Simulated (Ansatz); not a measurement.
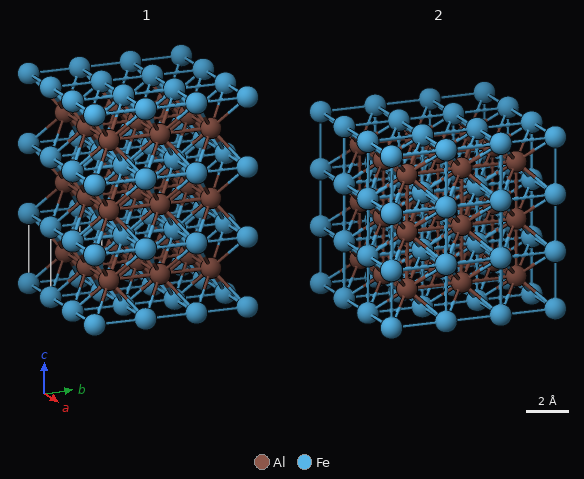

Two geometries of crystalline AlFe (built on the CuAu (L1_0)_123 type), drawn at one scale. One is the start of a relaxation, the other its converged end. Style: ball-and-stick. Shown: the cell of the calculation, repeated 3 × 3 × 3 with one cell outlined, slightly off an axis.

Method: DFT PBE, scalar-relativistic, plane waves, PAW (Ansatz 0.2.0). Set-up: plane-wave cutoff 420 eV; k-point mesh 20 × 20 × 16; occupations gaussian; smearing width 0.1 eV; collinear spin; cell and atoms relaxed; force threshold 0.01 eV/Å; at most 80 steps.

**Which one is relaxed?**

Structure 2 is the relaxed one. Case: CuAu (L1_0) type (P4/mmm, No. 123). After 8 accepted moves (11 points after the start) the energy has fallen by 54.7 meV per atom. All forces vanish by symmetry, so only the cell relaxes. The pressure goes from −1.54 to 0.02 GPa. The line search rejected the trial step at point 6 of the run. At 2 points the geometry stayed and the basis and grid were re-selected for the new cell (energy shift of 1.6 meV per atom at most each time). No atom moves by more than 0.005 Å relative to the cell. Cell: a = b 2.680 → 2.875 Å (+7.3 %), c 3.513 → 2.873 Å (−18.2 %). Volume −5.9 %. Near-neighbour distances that change, for instance: Fe–Fe 3.513 → 2.873 Å, Al–Al 3.513 → 2.873 Å, Fe–Fe 2.680 → 2.875 Å, Al–Al 2.680 → 2.875 Å. The space group (tolerance 0.01 Å) goes from P4/mmm (No. 123) to Pm-3m (No. 221).
